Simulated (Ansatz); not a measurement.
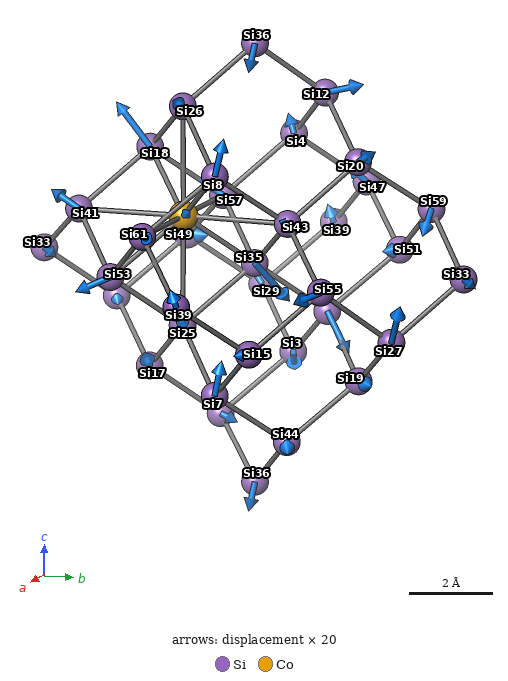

A relaxation of a defect cell of composition Si64Co (cell charge +2). The starting structure is drawn; blue arrows show the displacements, magnified 20 times.

A ball-and-stick model of the atoms within 5.8 Å of the atom that moves most (axes of the cell of the calculation), seen slightly off an axis.

All numbers below come from DFT, PBEsol, PAW, plane waves (Ansatz). Settings: plane-wave cutoff 420 eV; k-point mesh 1 × 1 × 1; mesh shifted by (0.25, 0.25, 0.25); collinear spin; atoms relaxed in a fixed cell; force threshold 0.03 eV/Å; at most 80 steps.

Q: What did the optimiser do to the structure, and how much energy did it gain?

A: The largest move is that of a Si atom, 0.075 Å roughly along [−2 1 −2]. By element the largest moves are Si 0.075 Å, Co 0.013 Å. The cell doesn't change. Some distances before and after: Co–Si 2.324 → 2.390 Å, Co–Si 2.372 → 2.428 Å, Si–Si 2.324 → 2.374 Å, Si–Si 2.390 → 2.345 Å. Bond angles that change, for instance: Si–Si–Si 107.2° → 110.5°, Si–Si–Si 109.2° → 112.1°, Si–Si–Si 107.7° → 110.0°. After 3 geometry steps the energy has fallen by 0.465 eV per cell of the calculation. Largest force component: 0.83 eV/Å at the start, 0.027 eV/Å at the end.

Limits of the set-up: the cell is charged, on a uniform background, and energies carry no finite-size correction.
